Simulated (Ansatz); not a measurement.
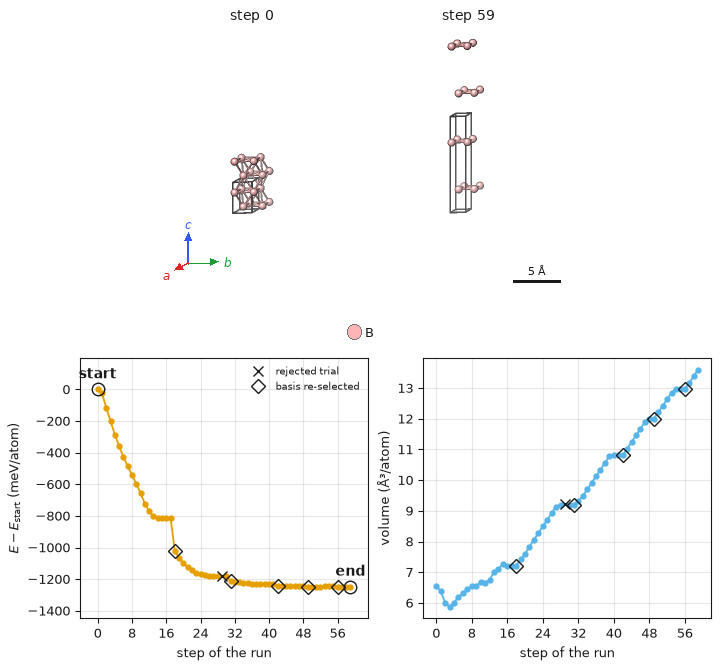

First and last geometry of a relaxation of crystalline B (a generated structure, set up in P6_3/mmc), with the history of the run. The picture is a ball-and-stick view of the cell of the calculation, repeated 2 × 2 × 2 with one cell outlined, seen slightly off an axis.

Phase: hcp.

Method: Ansatz 0.2.0, DFT, BLYP, plane waves (420 eV) with PAW, scalar-relativistic. Settings: plane-wave cutoff 420 eV; k-point mesh 17 × 17 × 9; occupations fermi dirac; smearing width 0.1 eV; no spin polarisation; cell and atoms relaxed; force threshold 0.01 eV/Å; at most 60 steps.

### What do the curves and the structures tell?

The relaxation stopped without meeting its thresholds, so the last structure isn't shown to be converged. No atom moves by more than 0.005 Å relative to the cell. The drawn cell changes as follows: a = b 2.101 → 1.717 Å (−18.3 %), c 3.430 → 10.654 Å (+210.6 %); the volume changes by +107.5 %. Near-neighbour distances that change, for instance: B–B 2.101 → 5.419 Å, B–B 2.101 → 1.717 Å. The space group stays P6_3/mmc (No. 194). After 53 accepted moves (59 points after the start) the energy has fallen by 1248 meV per atom. All forces vanish by symmetry, so only the cell relaxes. The pressure goes from −10.53 to 0.05 GPa. The line search rejected the trial step at point 29 of the run. The SCF was repeated 5 times at an unchanged geometry on a basis and grid sized afresh for the cell, which shifted the energy by 210 meV per atom at most.

```tsv
step	E − E(0), meV/atom	pressure, GPa	volume, Å³/atom	note
0	0.00	-10.53	6.554	
1	-25.22	-6.20	6.385	
2	-116.02	10.01	6.010	
3	-201.64	20.18	5.879	
4	-286.20	17.46	6.004	
5	-359.14	11.79	6.200	
6	-426.44	10.36	6.314	
7	-485.58	7.54	6.460	
8	-541.56	6.93	6.543	
9	-597.63	9.44	6.566	
10	-655.37	7.03	6.665	
13	-801.23	3.37	7.002	
15	-811.41	-1.61	7.252	
18	-1021.95	9.91	7.215	same geometry, new basis
20	-1099.50	8.16	7.596	
23	-1159.18	3.44	8.271	
25	-1176.78	1.75	8.707	
28	-1182.03	0.17	9.197	
31	-1212.81	1.65	9.204	same geometry, new basis
33	-1219.60	1.31	9.475	
36	-1229.38	0.70	10.127	
38	-1231.17	0.30	10.562	
41	-1230.55	-0.02	10.810	
44	-1242.68	0.25	11.242	
46	-1242.94	0.10	11.675	
49	-1246.84	0.04	11.997	same geometry, new basis
51	-1247.02	0.07	12.422	
54	-1246.13	0.02	12.973	
56	-1248.91	0.02	12.968	same geometry, new basis
59	-1248.39	0.05	13.601
```
